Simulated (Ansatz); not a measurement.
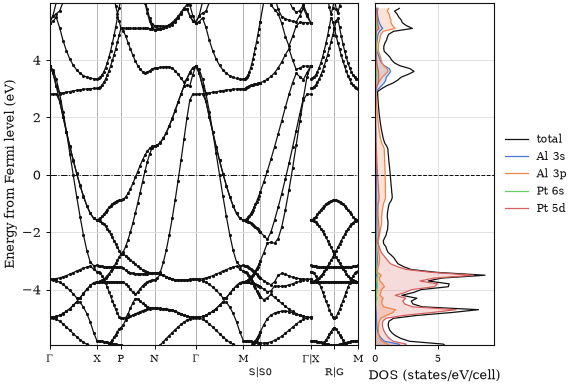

Band structure and density of states. Energies are counted from the Fermi level. The partial curves are projected on Löwdin-orthogonalised atomic shells.

Input of the run:

```
crystal:
  lattice:
    - [-2.1032783233, 2.1032783233, 2.9709052371]
    - [2.1032783233, -2.1032783233, 2.9709052371]
    - [2.1032783233, 2.1032783233, -2.9709052371]
  atoms:
    - { symbol: Al, position: [0.25, 0.75, 0.5] }
    - { symbol: Al, position: [0.75, 0.25, 0.5] }
    - { symbol: Pt, position: [0.5, 0.5, 0.0] }
basis:
  ecutwfc: 420
kpoints:
  mp_grid: { grid: [16, 16, 16] }
  band_path:
    path:
      - [[0.0, 0.0, 0.0], [0.0, 0.0, 0.5], [0.25, 0.25, 0.25], [0.0, 0.5, 0.0], [0.0, 0.0, 0.0], [0.5, 0.5, -0.5], [0.37530139, 0.62469861, -0.37530139]]
      - [[-0.37530139, 0.37530139, 0.37530139], [0.0, 0.0, 0.0]]
      - [[0.0, 0.0, 0.5], [-0.25060279, 0.25060279, 0.5]]
      - [[0.5, 0.5, -0.25060279], [0.5, 0.5, -0.5]]
    npoints: 14
hamiltonian:
  xc: pbe
scf:
  occupations: { method: gaussian, width: 0.1 }
  n_extra_bands: 7
output:
  forces: true
  stress: true
  eigenvalues: true
  populations: true
  dos: { projected: true, de: 0.02, nscf_kmesh: { grid: [20, 20, 20] } }
  bader: true
  write_density: true
  write_potential: true
  elf: true
  volumetric_format: npy
```

Run as:
```bash
ansatz run input.yaml --threads 1 --pin off --max-ram 2560MiB --backend cpu --events-out ev --progress --plain --runs-dir out
```

### Does this material conduct, going by its bands?

A metal: 3 bands cross the Fermi level along this path.

### Which levels at N lie nearest to the Fermi level?

At N the nearest levels lie 3.42 eV below and 1.00 eV above the Fermi level.

### What carries the states at the Fermi level?

By projected weight, the states within 0.3 eV of the Fermi level are Al 3p (70 %) and Pt 5d (20 %).

Spin-orbit coupling is left out, which matters for Pt.
